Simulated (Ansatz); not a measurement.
## Ga$_{3}$AsP$_{2}$: geometry relaxation (part 1 of 2)

- system: Ga$_{3}$AsP$_{2}$ (I-4m2, 6 atoms in the cell)
- method: DFT PBE, scalar-relativistic, plane waves, PAW, no spin polarisation (Ansatz 0.2.0)

The structure was made by a generator, so it may or may not be a known phase.

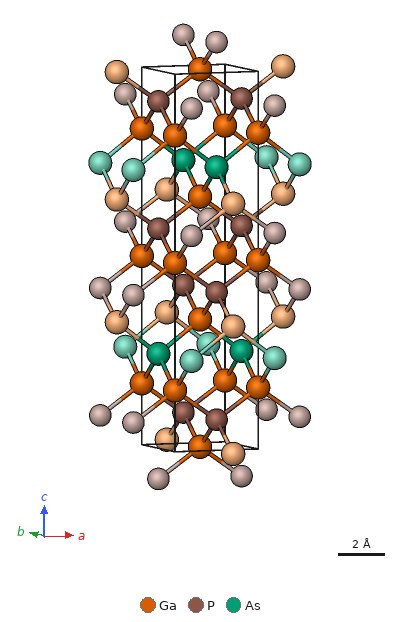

Fig. 1: The input geometry (ball-and-stick view of the cell 2 times as large as that of the calculation, set on its symmetry axes, seen at an oblique angle; neighbours outside the cell are drawn fainter). An atom can appear more than once, as a periodic image. Near neighbours in the periodic cell (some may lie outside the picture): Ga has 2 As at 2.46 Å and 2 P at 2.40 Å; Ga has 4 P at 2.40 Å; P has 4 Ga at 2.40 Å; As has 4 Ga at 2.46 Å.

### Key numbers

| quantity | value |
| --- | --- |
| outcome | converged |
| space group (tolerance 0.01 Å) | I-4m2 (119) |
| electrons treated | 64 |
| free energy | −17718.9334 eV |
| Fermi energy | 7.590 eV |
| gap on the k-point mesh | 1.04 eV |
| pressure | 0.00 GPa |
| final volume | 130.60 Å³ |
| largest force (length of the vector) at the end | 0.001 eV/Å |
| final cell | a = 8.835 Å, b = 8.835 Å, c = 8.835 Å, α = 154.19°, β = 154.19°, γ = 36.83° |
| hardware | 1 thread of Intel Xeon @ 2.50GHz (Skylake/Cascade Lake), 189 GiB of memory available, shared host |
| wall time | 5.6 min |
| peak memory | 0.69 GiB |

### The input
```yaml
crystal:
  lattice:
    - [-1.9753145273, 1.9753145273, 8.365719634]
    - [1.9753145273, -1.9753145273, 8.365719634]
    - [1.9753145273, 1.9753145273, -8.365719634]
  atoms:
    - { symbol: Ga, position: [0.837454221, 0.837454221, 0.0] }
    - { symbol: Ga, position: [0.5, 0.5, 0.0] }
    - { symbol: Ga, position: [0.162545779, 0.162545779, 0.0] }
    - { symbol: P, position: [0.4186945996, 0.9186945996, 0.5] }
    - { symbol: P, position: [0.0813054004, 0.5813054004, 0.5] }
    - { symbol: As, position: [0.75, 0.25, 0.5] }
basis:
  ecutwfc: 420
kpoints:
  mp_grid: { grid: [10, 10, 10] }
hamiltonian:
  xc: pbe
scf:
  occupations: { method: gaussian, width: 0.02 }
output:
  forces: true
  stress: true
  eigenvalues: true
  write_density: true
  write_potential: true
  elf: true
  volumetric_format: npy
relax:
  adjacent_minimum: "off"
  f_tol: 0.01
  max_steps: 80
  cell: { stress_tol: 0.05 }
```

Command:
```bash
ansatz run input.yaml --threads 1 --pin off --max-ram 2560MiB --backend cpu --events-out ev --progress --plain --runs-dir out
```

### Log
```
basis.fft_grid_basis auto: the FFT boxes are laid along the combinations [[1, -1, 0], [0, 1, 0], [1, 0, 1]] of the cell's own vectors, 5.587, 8.820 and 3.951 Å long. The dense box has 40×60×27 points. Along the cell's own vectors, as sized, it would have 60×60×60, 3.33 times as many. Of the 8 symmetry operations that the crystal satisfies within crystal.symmetry.tolerance (time reversal apart; of a slab, those that keep its plane) the dense box along the cell's own vectors carries 8, and the one as laid loses 7 of those. basis.fft_grid_basis: typed keeps the cell's own vectors: state it where this run's energies or levels are differenced outside the engine with another run's, or held beside a run that keeps those vectors. Those combinations have planes normal to reciprocal vector 3, as the cell's own vectors have. Each planar average written beside output.write_density, output.write_potential has a row for each plane of the box: 27. The volumetric files lie along those combinations, not along the cell's own vectors: a cube or XSF file states them, and fields.json those of NumPy files.
Engine: ansatz 0.2.0, x86_64-unknown-linux-gnu
Pseudopotentials: kind: paw
Pseudopotential: Ga, paw, valence charge 13, recommended cutoff 420 eV (normal), Ga.paw.azcp
Pseudopotential: P, paw, valence charge 5, recommended cutoff 420 eV (normal), P.paw.azcp
Pseudopotential: As, paw, valence charge 15, recommended cutoff 420 eV (normal), As.paw.azcp
Functional definition: PBE
  parameter kappa = 0.804
  parameter beta = 0.06672455060314922
  exchange = pbe_x(kappa = kappa, mu = beta*pi^2/3)
  correlation = pbe_c(beta = beta)
Crystal: 6 atoms, lattice volume = 130.568 Å³
Basis set: ecut = 420 eV, 2559 PW (Γ), FFT grids on a1−a2, a2, a1+a3, exchange–correlation on 80×120×54 points (8 copies of the dense FFT grid, shifted against one another)
Bands: 39, of which v1, the nominal top of the filled ones, is band 32 counted from 1 (31 counted from 0)
Symmetry: 8 space group operations
Space group: I-4m2 (ITA 119), of the structure as read, at distance tolerance 5.1e-5 Å
k-points: 102 of 1000 (time reversal used)
Non-local potential: Ga, projectors of the file, l = 0: 2, l = 1: 2, l = 2: 3, l = 3: 1
Non-local potential: P, projectors of the file, l = 0: 2, l = 1: 2, l = 2: 2
Non-local potential: As, projectors of the file, l = 0: 2, l = 1: 2, l = 2: 3, l = 3: 1
PAW form: soft (Blöchl's): semilocal exchange-correlation on the pseudo side does not see the compensation charge
PAW one-centre angular grid: Ga, 590 points (default); XC on 64 Gauss nodes
PAW one-centre angular grid: P, 110 points (default); XC on 64 Gauss nodes
PAW one-centre angular grid: As, 590 points (default); XC on 64 Gauss nodes
Initial density: superposition of atomic densities (neutral atoms: chi_scale 0, normalization atom), corrected by the library's trained network
Initial wavefunctions: pseudopotential atomic-orbital guess
Functional: x = pbe(κ = 0.804, μ = 0.2195149727645171), c = pbe(β = 0.06672455060314922)
SCF iter   1: F=—  HF=-17718.938306 eV  |F-HF|=—  |Δ(HF+E_count)|=         —  Δρ=1.65e-3  dr2=5.89e-3  ethr=1.77e-3  ⟨swp⟩=7.3  Hψ=17020  notcnv=0  defer=2
preconditioner: auto → Resta (q_TF=auto, 2.423 Å⁻¹)  ε∞=3.9  [insulator: Δε(μ)=1.046 eV  Ē_g=14.035 eV  σ=0.020 eV  W_gap=1.00  n_scr=34 (ndim 8)  ℏωp=23.9 eV  f_vac=0.037  D(μ)=0.00/eV (n_scr^D=0)  ε∞_Penn≈3.9]
SCF iter   2: F=—  HF=-17718.933312 eV  |F-HF|=—  |Δ(HF+E_count)|=   4.99e-3  Δρ=1.09e-3  dr2=1.71e-3  ethr=9.21e-6  ⟨swp⟩=2.6  Hψ=8207  notcnv=0  defer=197
SCF iter   3: F=—  HF=-17718.933104 eV  |F-HF|=—  |Δ(HF+E_count)|=   2.08e-4  Δρ=4.60e-4  dr2=4.85e-4  ethr=2.68e-6  ⟨swp⟩=2.0  Hψ=6663  notcnv=0  defer=197
SCF iter   4: F=—  HF=-17718.933209 eV  |F-HF|=—  |Δ(HF+E_count)|=   1.06e-4  Δρ=1.97e-4  dr2=6.10e-5  ethr=7.58e-7  ⟨swp⟩=2.0  Hψ=5004  notcnv=0  defer=197
SCF iter   5: F=—  HF=-17718.933268 eV  |F-HF|=—  |Δ(HF+E_count)|=   5.91e-5  Δρ=5.02e-5  dr2=5.08e-6  ethr=9.53e-8  ⟨swp⟩=2.0  Hψ=6535  notcnv=0  defer=197
SCF iter   6: F=—  HF=-17718.933277 eV  |F-HF|=—  |Δ(HF+E_count)|=   8.12e-6  Δρ=1.29e-5  dr2=2.96e-7  ethr=7.93e-9  ⟨swp⟩=2.0  Hψ=6540  notcnv=0  defer=197
SCF iter   7: F=-17718.933277 eV  HF=-17718.933277 eV  |F-HF|=2.44e-9  |Δ(HF+E_count)|=   3.72e-7  Δρ=3.79e-6  dr2=1.69e-8  ethr=1.56e-10  ⟨swp⟩=14.9  Hψ=31131  notcnv=0
SCF 1 converged in 7 iterations: F = -17718.933277 eV  dr2 = 1.69e-8
  greatest PAW one-centre occupation: 0.999 electrons in one spin orbital (limit 2), on the As atom at site 5 (counted from 0), in its partial waves of l = 2
relax step   1: F+E_penalty+E_count = -17718.93327689 eV  Δ(F+E_penalty+E_count) = +0.000e0 eV  max|allowed force component| = 4.441e-3 eV/Å  Δτ_max = 0.0000 Å  P = +0.020 GPa  Ω = 130.568 Å³  (7 SCF iters, dr2 threshold 1.00e-7 eV, accepted)
Crystal: 6 atoms, lattice volume = 130.600 Å³
Basis set: ecut = 420 eV, 2545 PW (Γ), FFT grids on a1−a2, a2, a1+a3, exchange–correlation on 80×120×54 points (8 copies of the dense FFT grid, shifted against one another)
Initial density: handed on by an earlier stage of this run
Initial wavefunctions: those handed on with the density
iter 1 solved again at ethr=2.75e-8 eV; its pass at ethr=3.10e-3 eV (dr2=1.76e-5 eV) is discarded
SCF iter   1: F=—  HF=-17718.933364 eV  |F-HF|=—  |Δ(HF+E_count)|=         —  Δρ=1.25e-4  dr2=1.52e-5  ethr=2.75e-8  ⟨swp⟩=3.1  Hψ=19576  notcnv=0
preconditioner: auto → Resta (q_TF=auto, 2.423 Å⁻¹)  ε∞=3.9  [insulator: Δε(μ)=1.044 eV  Ē_g=14.026 eV  σ=0.020 eV  W_gap=1.00  n_scr=34 (ndim 8)  ℏωp=23.9 eV  f_vac=0.030  D(μ)=0.00/eV (n_scr^D=0)  ε∞_Penn≈3.9]
SCF iter   2: F=—  HF=-17718.933373 eV  |F-HF|=—  |Δ(HF+E_count)|=   8.83e-6  Δρ=7.52e-5  dr2=5.78e-6  ethr=2.38e-8  ⟨swp⟩=1.0  Hψ=3981  notcnv=0
SCF iter   3: F=—  HF=-17718.933374 eV  |F-HF|=—  |Δ(HF+E_count)|=   9.11e-7  Δρ=1.01e-5  dr2=1.23e-7  ethr=9.02e-9  ⟨swp⟩=2.0  Hψ=5397  notcnv=0
SCF iter   4: F=-17718.933374 eV  HF=-17718.933374 eV  |F-HF|=1.62e-8  |Δ(HF+E_count)|=   5.81e-8  Δρ=4.93e-6  dr2=1.86e-8  ethr=6.42e-11  ⟨swp⟩=10.4  Hψ=28613  notcnv=0
SCF 2 converged in 4 iterations: F = -17718.933374 eV  dr2 = 1.86e-8
relax step   2: F+E_penalty+E_count = -17718.93337385 eV  Δ(F+E_penalty+E_count) = -9.696e-5 eV  max|allowed force component| = 8.131e-4 eV/Å  Δτ_max = 0.0003 Å  P = +0.002 GPa  Ω = 130.600 Å³  energy of the carried Pulay correction = -7.081e-6 eV  (4 SCF iters, dr2 threshold 4.11e-8 eV, accepted)
Initial wavefunctions: pseudopotential atomic-orbital guess (no wavefunctions were taken with the density)
iter 1 solved again at ethr=5.39e-7 eV; its pass at ethr=3.10e-3 eV (dr2=3.45e-4 eV) is discarded
SCF iter   1: F=—  HF=-17718.933342 eV  |F-HF|=—  |Δ(HF+E_count)|=         —  Δρ=3.39e-5  dr2=5.50e-8  ethr=5.39e-7  ⟨swp⟩=3.2  Hψ=26481  notcnv=0
eigensolver tolerance schedule: the retry pair's looser diagonalisation over-reported the residual by 6266.84 of it (diagonalisation noise at an unbounded share of the residual, at the tolerance the schedule requests for it); recorded, not acted on — ethr = c·dr2/N_el stays at c = 1.0e-1
preconditioner: auto → Resta (q_TF=auto, 2.423 Å⁻¹)  ε∞=3.9  [insulator: Δε(μ)=1.043 eV  Ē_g=14.026 eV  σ=0.020 eV  W_gap=1.00  n_scr=34 (ndim 8)  ℏωp=23.9 eV  f_vac=0.030  D(μ)=0.00/eV (n_scr^D=0)  ε∞_Penn≈3.9]
SCF iter   2: F=—  HF=-17718.933374 eV  |F-HF|=—  |Δ(HF+E_count)|=   3.16e-5  Δρ=1.72e-5  dr2=1.77e-8  ethr=8.60e-11  ⟨swp⟩=3.2  Hψ=9822  notcnv=0
SCF iter   3: F=—  HF=-17718.933381 eV  |F-HF|=—  |Δ(HF+E_count)|=   6.67e-6  Δρ=8.10e-6  dr2=4.79e-9  ethr=2.77e-11  ⟨swp⟩=2.0  Hψ=6466  notcnv=0
SCF iter   4: F=—  HF=-17718.933382 eV  |F-HF|=—  |Δ(HF+E_count)|=   1.87e-6  Δρ=9.73e-7  dr2=4.55e-10  ethr=7.49e-12  ⟨swp⟩=2.0  Hψ=5183  notcnv=0
SCF iter   5: F=-17718.933382 eV  HF=-17718.933382 eV  |F-HF|=2.39e-9  |Δ(HF+E_count)|=   1.66e-8  Δρ=3.39e-7  dr2=5.63e-11  ethr=1.00e-12  ⟨swp⟩=6.6  Hψ=23451  notcnv=0
SCF 3 converged in 5 iterations: F = -17718.933382 eV  dr2 = 5.63e-11
relax step   3: F+E_penalty+E_count = -17718.93338243 eV  Δ(F+E_penalty+E_count) = -8.581e-6 eV  max|allowed force component| = 8.094e-4 eV/Å  Δτ_max = 0.0000 Å  P = +0.003 GPa  Ω = 130.600 Å³  stress off target by 2.24e-2 GPa  SCF on the basis re-selected at this cell (its energy is not comparable with the rows above)  (5 SCF iters)
```

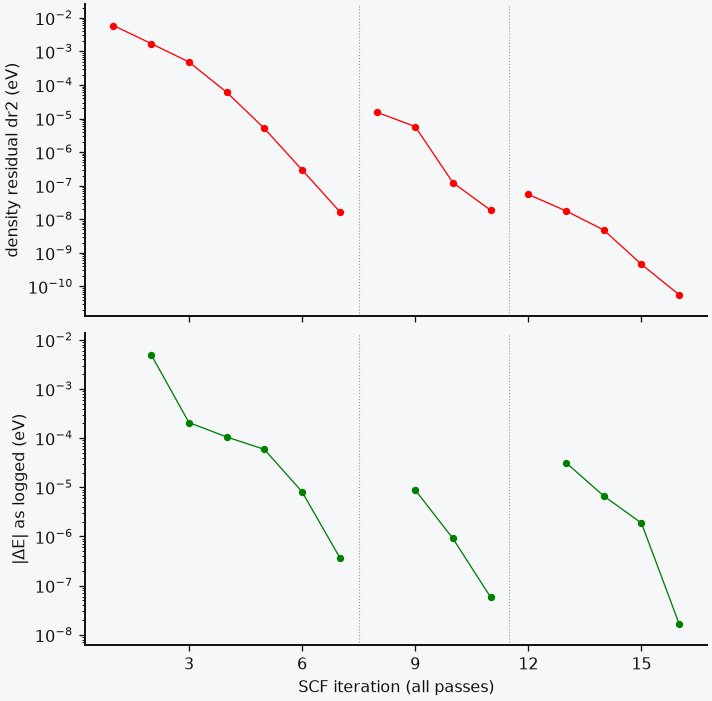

Fig. 2: Convergence of the self-consistent field: density residual dr2 and size of the energy change against the SCF iteration. The dotted lines part the SCF passes of the relaxation: geometry steps, rejected trials and re-solves on a re-selected basis. The passes take 7, 4 and 5 iterations.

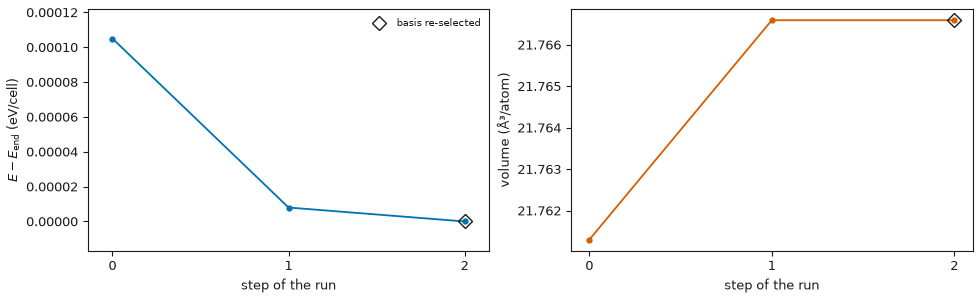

Fig. 3: Progress of the relaxation, step by step (the first geometry is step 0 here and step 1 in the log). The energy falls by 0.1 meV per cell of the calculation in 1 geometry step. The largest force component goes from 0.0044 to 0.00081 eV/Å. The pressure goes from 0.02 to 0.00 GPa. No atom moves by more than 0.005 Å relative to the cell. The space group stays I-4m2 (No. 119). A last SCF at the same geometry on a re-selected plane-wave basis shifts the energy by next to nothing (0.0 meV per cell of the calculation).
